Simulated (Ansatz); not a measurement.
# Single-point calculation of TiO (part 2 of 3)

TiO (P-62m, 6 atoms in the cell); DFT r2SCAN+U, scalar-relativistic, plane waves, PAW, Ueff = 4 eV on Ti d, spin-polarised (Ansatz 0.2.0); cutoff 500 eV, 6×6×6 k-mesh, Gaussian smearing of 0.1 eV, collinear spins. The structure derives from a Materials Project entry.

Geometry of the input (Å; fractional positions):
```
4.9891  0.0000  0.0000
-2.4945  4.3207  0.0000
0.0000  0.0000  2.8733
Ti 0.6667  0.3333  0.5000
Ti 0.3333  0.6667  0.5000
Ti 0.0000  0.0000  0.0000
O  0.6056  0.6056  0.0000
O  0.3944  0.0000  0.0000
O  0.0000  0.3944  0.0000
```

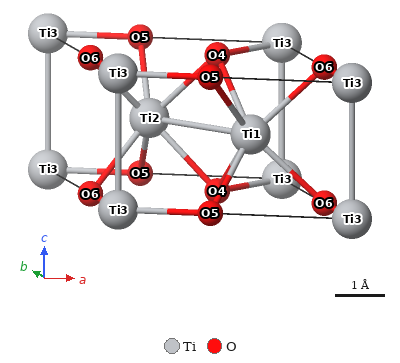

The input geometry (ball-and-stick view of the cell of the calculation, seen slightly off an axis; atoms are numbered from 1 in the order of the input).

## Output, continued
```
SCF iter   1: F=-9210.148294 eV  HF=-9214.347440 eV  |F-HF|=4.20e0  |Δ(HF+E_count)|=         —  Δρ=6.11e-2 (↑6.11e-2 ↓4.94e-2)  dr2=7.50e0  dr2_τ=1.19e-1  dr2_m=8.33e-1  M=1.207 μB ∫|m|=1.671 μB  β_m=0.30  ethr=3.10e-3  ⟨swp⟩=5.1  Hψ=7759  notcnv=0
preconditioner: auto → Kerker (q_TF=auto, 2.667 Å⁻¹)  [metal: Δε(μ)=0.008 eV  Ē_g=10.896 eV  σ=0.100 eV  W_gap=0.05  n_scr=26 (ndim 8)  ℏωp=25.8 eV  f_vac=0.000  D(μ)=4.89/eV (n_scr^D=56)]
spin=Collinear: Kerker preconditioning applied to the charge; magnetization (m = ρ↑ − ρ↓) channel mixes plain (no charge-response kernel on spin).
SCF iter   2: F=-9215.956142 eV  HF=-9215.036557 eV  |F-HF|=9.20e-1  |Δ(HF+E_count)|=   6.89e-1  Δρ=3.63e-2 (↑3.58e-2 ↓3.63e-2)  dr2=6.43e-1  dr2_τ=4.25e-2  dr2_m=5.20e-1  M=0.956 μB ∫|m|=1.351 μB  β_m=0.30  ethr=3.10e-3  ⟨swp⟩=2.5  Hψ=3502  notcnv=0  defer=107  κ⁻¹=1.0e0(r=1)
SCF iter   3: F=-9216.155606 eV  HF=-9215.626106 eV  |F-HF|=5.30e-1  |Δ(HF+E_count)|=   5.90e-1  Δρ=3.09e-2 (↑3.09e-2 ↓3.06e-2)  dr2=4.41e-1  dr2_τ=1.40e-2  dr2_m=4.07e-1  M=0.647 μB ∫|m|=1.020 μB  β_m=0.30  ethr=1.19e-3  ⟨swp⟩=2.2  Hψ=2729  notcnv=0  defer=104  κ⁻¹=4.9e-3(r=2)
SCF iter   4: F=-9216.399232 eV  HF=-9216.037753 eV  |F-HF|=3.61e-1  |Δ(HF+E_count)|=   4.12e-1  Δρ=2.42e-2 (↑2.42e-2 ↓2.41e-2)  dr2=3.50e-2  dr2_τ=7.59e-3  dr2_m=3.21e-1  M=0.358 μB ∫|m|=0.750 μB  β_m=0.30  ethr=8.16e-4  ⟨swp⟩=2.6  Hψ=3709  notcnv=0  defer=107  κ⁻¹=1.0e-3(r=3)
SCF iter   5: F=-9216.480354 eV  HF=-9216.236148 eV  |F-HF|=2.44e-1  |Δ(HF+E_count)|=   1.98e-1  Δρ=2.01e-2 (↑2.01e-2 ↓2.01e-2)  dr2=2.87e-2  dr2_τ=4.15e-3  dr2_m=2.21e-1  M=0.212 μB ∫|m|=0.587 μB  β_m=0.30  ethr=6.48e-5  ⟨swp⟩=1.7  Hψ=2739  notcnv=0  defer=101  κ⁻¹=1.9e-4(r=4)
SCF iter   6: F=-9216.518949 eV  HF=-9216.370051 eV  |F-HF|=1.49e-1  |Δ(HF+E_count)|=   1.34e-1  Δρ=1.57e-2 (↑1.53e-2 ↓1.57e-2)  dr2=1.16e-2  dr2_τ=2.10e-3  dr2_m=1.33e-1  M=0.171 μB ∫|m|=0.494 μB  β_m=0.30  ethr=5.32e-5  ⟨swp⟩=1.9  Hψ=2859  notcnv=0  defer=91  κ⁻¹=7.3e-5(r=5)
SCF iter   7: F=-9216.535493 eV  HF=-9216.451616 eV  |F-HF|=8.39e-2  |Δ(HF+E_count)|=   8.16e-2  Δρ=1.20e-2 (↑1.20e-2 ↓1.19e-2)  dr2=5.27e-3  dr2_τ=1.30e-3  dr2_m=7.98e-2  M=0.145 μB ∫|m|=0.419 μB  β_m=0.30  ethr=2.15e-5  ⟨swp⟩=2.1  Hψ=3406  notcnv=0  defer=92  κ⁻¹=6.5e-6(r=6)
SCF iter   8: F=-9216.550960 eV  HF=-9216.499228 eV  |F-HF|=5.17e-2  |Δ(HF+E_count)|=   4.76e-2  Δρ=9.46e-3 (↑9.18e-3 ↓9.46e-3)  dr2=6.82e-3  dr2_τ=8.08e-4  dr2_m=4.84e-2  M=0.125 μB ∫|m|=0.359 μB  β_m=0.39  ethr=9.77e-6  ⟨swp⟩=2.4  Hψ=3669  notcnv=0  defer=86
Mixer restart at iter 8: flushing history
spin-set hold released at iteration 8 (site moments contracting): the magnetisation degrees of freedom join the quasi-Newton model from the next iteration; the mixer history was flushed
SCF iter   9: F=-9216.562892 eV  HF=-9216.531144 eV  |F-HF|=3.17e-2  |Δ(HF+E_count)|=   3.19e-2  Δρ=6.75e-3 (↑6.45e-3 ↓6.75e-3)  dr2=3.98e-3  dr2_τ=3.86e-4  dr2_m=2.41e-2  M=0.101 μB ∫|m|=0.304 μB  β_m=0.30  ethr=9.77e-6  ⟨swp⟩=2.0  Hψ=2722  notcnv=0  defer=87  κ⁻¹=1.0e0(r=1)
SCF iter  10: F=-9216.580440 eV  HF=-9216.576108 eV  |F-HF|=4.33e-3  |Δ(HF+E_count)|=   4.50e-2  Δρ=1.86e-3 (↑1.86e-3 ↓1.79e-3)  dr2=2.87e-3  dr2_τ=3.63e-5  dr2_m=9.34e-4  M=0.040 μB ∫|m|=0.170 μB  β_m=0.30  ethr=7.37e-6  ⟨swp⟩=2.1  Hψ=3958  notcnv=0  defer=93  κ⁻¹=6.8e-3(r=2)
SCF iter  11: F=-9216.582385 eV  HF=-9216.580681 eV  |F-HF|=1.70e-3  |Δ(HF+E_count)|=   4.57e-3  Δρ=1.57e-3 (↑1.57e-3 ↓1.51e-3)  dr2=1.95e-3  dr2_τ=2.44e-5  dr2_m=7.08e-4  M=0.031 μB ∫|m|=0.143 μB  β_m=1.20  ethr=5.32e-6  ⟨swp⟩=1.6  Hψ=2687  notcnv=0  defer=92  κ⁻¹=5.8e-3(r=3)
SCF iter  12: F=-9216.584266 eV  HF=-9216.583956 eV  |F-HF|=3.10e-4  |Δ(HF+E_count)|=   3.27e-3  Δρ=4.02e-4 (↑3.32e-4 ↓4.02e-4)  dr2=2.59e-4  dr2_τ=3.67e-6  dr2_m=1.90e-5  M=0.019 μB ∫|m|=0.090 μB  β_m=0.77  ethr=3.61e-6  ⟨swp⟩=2.0  Hψ=3600  notcnv=0  defer=92  κ⁻¹=6.8e-4(r=4)
SCF iter  13: F=-9216.584516 eV  HF=-9216.584245 eV  |F-HF|=2.70e-4  |Δ(HF+E_count)|=   2.89e-4  Δρ=3.03e-4 (↑2.72e-4 ↓3.03e-4)  dr2=1.23e-4  dr2_τ=1.83e-6  dr2_m=2.09e-5  M=0.021 μB ∫|m|=0.085 μB  β_m=1.20  ethr=4.80e-7  ⟨swp⟩=2.1  Hψ=2494  notcnv=0  defer=92  κ⁻¹=4.2e-4(r=5)
SCF iter  14: F=-9216.584944 eV  HF=-9216.584604 eV  |F-HF|=3.40e-4  |Δ(HF+E_count)|=   3.59e-4  Δρ=2.39e-4 (↑2.39e-4 ↓2.31e-4)  dr2=3.06e-5  dr2_τ=2.10e-6  dr2_m=2.42e-5  M=0.022 μB ∫|m|=0.092 μB  β_m=1.20  ethr=2.28e-7  ⟨swp⟩=2.6  Hψ=3362  notcnv=0  defer=92  κ⁻¹=1.0e-4(r=6)
SCF iter  15: F=-9216.585154 eV  HF=-9216.584775 eV  |F-HF|=3.79e-4  |Δ(HF+E_count)|=   1.71e-4  Δρ=2.44e-4 (↑2.44e-4 ↓2.35e-4)  dr2=2.18e-5  dr2_τ=2.09e-6  dr2_m=2.77e-5  M=0.022 μB ∫|m|=0.100 μB  β_m=1.20  ethr=5.67e-8  ⟨swp⟩=2.0  Hψ=2582  notcnv=0  defer=93  κ⁻¹=2.2e-5(r=7)
SCF iter  16: F=-9216.584597 eV  HF=-9216.584334 eV  |F-HF|=2.63e-4  |Δ(HF+E_count)|=   4.40e-4  Δρ=2.38e-4 (↑2.38e-4 ↓2.13e-4)  dr2=2.96e-5  dr2_τ=1.81e-6  dr2_m=2.03e-5  M=0.021 μB ∫|m|=0.081 μB  β_m=0.30  ethr=4.04e-8  ⟨swp⟩=2.3  Hψ=3420  notcnv=0  defer=93  κ⁻¹=6.7e-6(r=8)
SCF iter  17: F=-9216.584093 eV  HF=-9216.583949 eV  |F-HF|=1.44e-4  |Δ(HF+E_count)|=   3.85e-4  Δρ=2.53e-4 (↑2.53e-4 ↓2.02e-4)  dr2=1.83e-5  dr2_τ=9.08e-7  dr2_m=2.33e-5  M=0.016 μB ∫|m|=0.089 μB  β_m=1.20  ethr=4.04e-8  ⟨swp⟩=2.9  Hψ=3826  notcnv=0  defer=93  κ⁻¹=2.6e-6(r=8)
SCF iter  18: F=-9216.584124 eV  HF=-9216.584047 eV  |F-HF|=7.77e-5  |Δ(HF+E_count)|=   9.78e-5  Δρ=1.13e-4 (↑1.13e-4 ↓8.01e-5)  dr2=3.03e-6  dr2_τ=3.20e-7  dr2_m=4.21e-6  M=0.013 μB ∫|m|=0.086 μB  β_m=1.20  ethr=3.39e-8  ⟨swp⟩=2.6  Hψ=3507  notcnv=0  defer=92  κ⁻¹=3.0e-5(r=8)
SCF iter  19: F=-9216.584192 eV  HF=-9216.584128 eV  |F-HF|=6.41e-5  |Δ(HF+E_count)|=   8.13e-5  Δρ=8.27e-5 (↑8.27e-5 ↓7.86e-5)  dr2=2.20e-6  dr2_τ=2.48e-7  dr2_m=2.79e-6  M=0.012 μB ∫|m|=0.078 μB  β_m=1.20  ethr=5.61e-9  ⟨swp⟩=2.8  Hψ=3560  notcnv=0  defer=92  κ⁻¹=5.5e-5(r=8)
SCF iter  20: F=-9216.584287 eV  HF=-9216.584239 eV  |F-HF|=4.81e-5  |Δ(HF+E_count)|=   1.11e-4  Δρ=6.97e-5 (↑4.91e-5 ↓6.97e-5)  dr2=2.12e-6  dr2_τ=1.47e-7  dr2_m=1.56e-6  M=0.010 μB ∫|m|=0.064 μB  β_m=1.20  ethr=4.07e-9  ⟨swp⟩=3.0  Hψ=3921  notcnv=0  defer=92  κ⁻¹=1.7e-3(r=8)
SCF iter  21: F=-9216.584389 eV  HF=-9216.584368 eV  |F-HF|=2.04e-5  |Δ(HF+E_count)|=   1.29e-4  Δρ=5.15e-5 (↑4.65e-5 ↓5.15e-5)  dr2=3.35e-6  dr2_τ=7.75e-8  dr2_m=9.07e-7  M=0.006 μB ∫|m|=0.045 μB  β_m=1.20  ethr=3.93e-9  ⟨swp⟩=3.0  Hψ=4051  notcnv=0  defer=92  κ⁻¹=2.9e-3(r=8)
SCF iter  22: F=-9216.584465 eV  HF=-9216.584459 eV  |F-HF|=5.78e-6  |Δ(HF+E_count)|=   9.10e-5  Δρ=3.99e-5 (↑3.84e-5 ↓3.99e-5)  dr2=1.76e-6  dr2_τ=4.26e-8  dr2_m=2.57e-7  M=0.003 μB ∫|m|=0.023 μB  β_m=0.30  ethr=3.93e-9  ⟨swp⟩=3.1  Hψ=4065  notcnv=0  defer=92  κ⁻¹=9.9e-4(r=8)
SCF iter  23: F=-9216.584487 eV  HF=-9216.584485 eV  |F-HF|=1.73e-6  |Δ(HF+E_count)|=   2.59e-5  Δρ=3.45e-5 (↑3.16e-5 ↓3.45e-5)  dr2=6.13e-7  dr2_τ=3.20e-8  dr2_m=4.00e-7  M=0.001 μB ∫|m|=0.008 μB  β_m=0.31  ethr=3.27e-9  ⟨swp⟩=3.0  Hψ=4005  notcnv=0  defer=92  κ⁻¹=9.2e-4(r=8)
SCF iter  24: F=-9216.584490 eV  HF=-9216.584489 eV  |F-HF|=8.14e-7  |Δ(HF+E_count)|=   3.73e-6  Δρ=2.78e-5 (↑2.78e-5 ↓2.63e-5)  dr2=3.06e-7  dr2_τ=2.62e-8  dr2_m=3.24e-7  M=0.000 μB ∫|m|=0.002 μB  β_m=0.77  ethr=1.14e-9  ⟨swp⟩=3.0  Hψ=3811  notcnv=0  defer=92  κ⁻¹=6.8e-4(r=8)
iter 25 did not close the SCF: its close was put off for a magnetic moment that had not settled (scf_convergence_deferred on its scf_iter line)
SCF iter  25: F=-9216.584490 eV  HF=-9216.584490 eV  |F-HF|=1.77e-7  |Δ(HF+E_count)|=   1.01e-6  Δρ=9.65e-6 (↑8.92e-6 ↓9.65e-6)  dr2=5.41e-8  dr2_τ=1.62e-9  dr2_m=3.23e-8  M=-0.000 μB ∫|m|=0.001 μB  β_m=0.55  ethr=1.85e-10  ⟨swp⟩=7.9  Hψ=9227  notcnv=0  κ⁻¹=8.0e-4(r=8)
iter 26 did not close the SCF: its close was put off for a magnetic moment that had not settled (scf_convergence_deferred on its scf_iter line)
SCF iter  26: F=-9216.584490 eV  HF=-9216.584490 eV  |F-HF|=6.11e-8  |Δ(HF+E_count)|=   2.86e-7  Δρ=4.88e-6 (↑4.88e-6 ↓4.11e-6)  dr2=1.44e-8  dr2_τ=4.43e-10  dr2_m=6.47e-9  M=-0.000 μB ∫|m|=0.001 μB  β_m=0.30  ethr=1.00e-10  ⟨swp⟩=2.9  Hψ=6775  notcnv=0  κ⁻¹=3.2e-4(r=8)
iter 27 did not close the SCF: its close was put off for a magnetic moment that had not settled (scf_convergence_deferred on its scf_iter line)
SCF iter  27: F=-9216.584490 eV  HF=-9216.584490 eV  |F-HF|=1.86e-8  |Δ(HF+E_count)|=   5.94e-8  Δρ=3.80e-6 (↑3.29e-6 ↓3.80e-6)  dr2=4.81e-9  dr2_τ=2.47e-10  dr2_m=6.13e-9  M=-0.000 μB ∫|m|=0.001 μB  β_m=0.31  ethr=2.68e-11  ⟨swp⟩=2.2  Hψ=6269  notcnv=0  κ⁻¹=4.8e-5(r=8)
iter 28 did not close the SCF: its close was put off for a magnetic moment that had not settled (scf_convergence_deferred on its scf_iter line)
SCF iter  28: F=-9216.584490 eV  HF=-9216.584490 eV  |F-HF|=1.61e-8  |Δ(HF+E_count)|=  6.44e-10  Δρ=3.73e-6 (↑3.73e-6 ↓3.36e-6)  dr2=1.37e-9  dr2_τ=1.87e-10  dr2_m=6.74e-9  M=-0.000 μB ∫|m|=0.001 μB  β_m=1.20  ethr=8.92e-12  ⟨swp⟩=1.1  Hψ=4904  notcnv=0  κ⁻¹=3.7e-5(r=8)
iter 29 did not close the SCF: its close was put off for a magnetic moment that had not settled (scf_convergence_deferred on its scf_iter line)
SCF iter  29: F=-9216.584490 eV  HF=-9216.584490 eV  |F-HF|=1.87e-8  |Δ(HF+E_count)|=   1.55e-8  Δρ=2.02e-6 (↑2.02e-6 ↓1.96e-6)  dr2=6.25e-10  dr2_τ=1.67e-10  dr2_m=2.03e-9  M=-0.000 μB ∫|m|=0.001 μB  β_m=1.20  ethr=2.53e-12  ⟨swp⟩=1.0  Hψ=5566  notcnv=0  κ⁻¹=4.7e-5(r=8)
iter 30 did not close the SCF: its close was put off for a magnetic moment that had not settled (scf_convergence_deferred on its scf_iter line)
SCF iter  30: F=-9216.584490 eV  HF=-9216.584490 eV  |F-HF|=1.95e-8  |Δ(HF+E_count)|=   2.15e-9  Δρ=1.89e-6 (↑1.89e-6 ↓1.82e-6)  dr2=4.50e-10  dr2_τ=1.32e-10  dr2_m=1.78e-9  M=-0.000 μB ∫|m|=0.001 μB  β_m=0.85  ethr=1.16e-12  ⟨swp⟩=1.0  Hψ=5053  notcnv=0  κ⁻¹=1.9e-5(r=8)
iter 31 did not close the SCF: its close was put off for a magnetic moment that had not settled (scf_convergence_deferred on its scf_iter line)
SCF iter  31: F=-9216.584490 eV  HF=-9216.584490 eV  |F-HF|=1.49e-8  |Δ(HF+E_count)|=   1.01e-8  Δρ=2.25e-6 (↑2.25e-6 ↓2.23e-6)  dr2=5.60e-10  dr2_τ=1.16e-10  dr2_m=2.63e-9  M=-0.000 μB ∫|m|=0.001 μB  β_m=0.78  ethr=1.00e-12  ⟨swp⟩=1.0  Hψ=5610  notcnv=0  κ⁻¹=1.2e-5(r=8)
iter 32 did not close the SCF: its close was put off for a magnetic moment that had not settled (scf_convergence_deferred on its scf_iter line)
SCF iter  32: F=-9216.584490 eV  HF=-9216.584490 eV  |F-HF|=1.39e-8  |Δ(HF+E_count)|=   4.93e-9  Δρ=2.31e-6 (↑2.22e-6 ↓2.31e-6)  dr2=6.88e-10  dr2_τ=1.07e-10  dr2_m=2.64e-9  M=-0.000 μB ∫|m|=0.001 μB  β_m=0.85  ethr=1.00e-12  ⟨swp⟩=1.0  Hψ=5390  notcnv=0  κ⁻¹=1.4e-5(r=8)
iter 33 did not close the SCF: its close was put off for a magnetic moment that had not settled (scf_convergence_deferred on its scf_iter line)
SCF iter  33: F=-9216.584490 eV  HF=-9216.584490 eV  |F-HF|=1.20e-8  |Δ(HF+E_count)|=   6.90e-9  Δρ=2.35e-6 (↑1.91e-6 ↓2.35e-6)  dr2=7.87e-10  dr2_τ=1.04e-10  dr2_m=2.36e-9  M=-0.000 μB ∫|m|=0.001 μB  β_m=0.93  ethr=1.00e-12  ⟨swp⟩=1.0  Hψ=5461  notcnv=0  κ⁻¹=1.3e-4(r=8)
iter 34 did not close the SCF: its close was put off for a magnetic moment that had not settled (scf_convergence_deferred on its scf_iter line)
SCF iter  34: F=-9216.584490 eV  HF=-9216.584490 eV  |F-HF|=1.03e-8  |Δ(HF+E_count)|=   7.40e-9  Δρ=2.08e-6 (↑1.46e-6 ↓2.08e-6)  dr2=8.37e-10  dr2_τ=8.21e-11  dr2_m=1.57e-9  M=-0.000 μB ∫|m|=0.001 μB  β_m=1.20  ethr=1.00e-12  ⟨swp⟩=1.0  Hψ=5581  notcnv=0  κ⁻¹=2.1e-4(r=8)
iter 35 did not close the SCF: its close was put off for a magnetic moment that had not settled (scf_convergence_deferred on its scf_iter line)
SCF iter  35: F=-9216.584490 eV  HF=-9216.584490 eV  |F-HF|=5.38e-9  |Δ(HF+E_count)|=   2.55e-8  Δρ=9.60e-7 (↑6.14e-7 ↓9.60e-7)  dr2=6.13e-10  dr2_τ=2.66e-11  dr2_m=1.53e-10  M=-0.000 μB ∫|m|=0.000 μB  β_m=0.30  ethr=1.00e-12  ⟨swp⟩=1.0  Hψ=6190  notcnv=0  κ⁻¹=5.7e-4(r=8)
iter 36 did not close the SCF: its close was put off for a magnetic moment that had not settled (scf_convergence_deferred on its scf_iter line)
SCF iter  36: F=-9216.584490 eV  HF=-9216.584490 eV  |F-HF|=2.80e-9  |Δ(HF+E_count)|=   3.54e-9  Δρ=1.03e-6 (↑1.03e-6 ↓9.61e-7)  dr2=2.77e-10  dr2_τ=1.48e-11  dr2_m=4.43e-10  M=-0.000 μB ∫|m|=0.000 μB  β_m=0.30  ethr=1.00e-12  ⟨swp⟩=1.0  Hψ=6062  notcnv=0  κ⁻¹=2.1e-4(r=8)
iter 37 did not close the SCF: its close was put off for a magnetic moment that had not settled (scf_convergence_deferred on its scf_iter line)
SCF iter  37: F=-9216.584490 eV  HF=-9216.584490 eV  |F-HF|=5.33e-10  |Δ(HF+E_count)|=   1.76e-9  Δρ=7.52e-7 (↑7.52e-7 ↓6.69e-7)  dr2=1.36e-10  dr2_τ=7.69e-12  dr2_m=2.47e-10  M=-0.000 μB ∫|m|=0.000 μB  β_m=0.41  ethr=1.00e-12  ⟨swp⟩=1.0  Hψ=5594  notcnv=0  κ⁻¹=1.1e-4(r=8)
iter 38 did not close the SCF: its close was put off for a magnetic moment that had not settled (scf_convergence_deferred on its scf_iter line)
SCF iter  38: F=-9216.584490 eV  HF=-9216.584490 eV  |F-HF|=1.89e-10  |Δ(HF+E_count)|=  2.69e-10  Δρ=4.42e-7 (↑4.41e-7 ↓4.42e-7)  dr2=9.18e-11  dr2_τ=2.40e-12  dr2_m=8.91e-11  M=0.000 μB ∫|m|=0.000 μB  β_m=1.20  ethr=1.00e-12  ⟨swp⟩=1.0  Hψ=5328  notcnv=0  κ⁻¹=6.1e-4(r=8)
SCF iter  39: F=-9216.584490 eV  HF=-9216.584490 eV  |F-HF|=2.55e-11  |Δ(HF+E_count)|=  2.04e-10  Δρ=1.24e-7 (↑1.22e-7 ↓1.24e-7)  dr2=2.93e-11  dr2_τ=3.43e-13  dr2_m=1.37e-12  M=0.000 μB ∫|m|=0.000 μB  ethr=1.00e-12  ⟨swp⟩=1.0  Hψ=5449  notcnv=0
the SCF closed 0.66 meV above the free energy of iteration 15 of the SCF that came to this state, or of a state that it met there and left: the closed state is not the lowest of this functional
WARN: the starting moments were not kept: the SCF closed with an absolute magnetisation of 3.2e-5 μB, where they sum to 3 μB in size (3 sites). That is at most 0.1 of that sum. Measured as dr2_m measures the in/out step, that magnetisation stands 1.4e-10 eV from none, at or under the dr2_threshold of 1.0e-7 eV: it is no larger than a step whose dr2_m would equal this threshold. The system may hold no moment; this SCF shows only that its start led to no more than that. To try another start: raise the starting moments (crystal.atoms[].spin, magnetization.per_species, magnetization.initial_magnetization, or on a non-collinear deck that types none of these the spinor_matrix: blocks that start its atoms; where the total moment is fixed, keep their sum and leave initial_magnetization as it is; typed ones take the place of any that the run laid by itself, positive ones on a crystal's lanthanoids without a Hubbard term where scf.initial_density.shell_occupations: [] is typed) or, if the notice of its spin-set hold's release reads "site moments contracting" or "site moments show no strong build", lengthen the hold (scf.mixing.spin_hold: { on: { confirm: 4 } }; for m-r²SCAN on two components see the key's manual first). Each may lead to a state that holds a moment. A second SCF, from the converged charge density, with the starting moments and any scf.initial_density.shell_occupations laid on it anew, would have followed, and was not run: the deck does not ask for one (magnetization.retry_lost_moments is false, the default). To let it run, set magnetization.retry_lost_moments: true and run the deck again, where that key's refused combinations let it; where memory then withholds it, that run's warning says so.
SCF 1 converged in 39 iterations: F = -9216.584490 eV  dr2 = 2.93e-11
  greatest PAW one-centre occupation: 1.002 electrons in one spin orbital (limit 2), on the Ti atom at site 0 (counted from 0), in its partial waves of l = 1
```
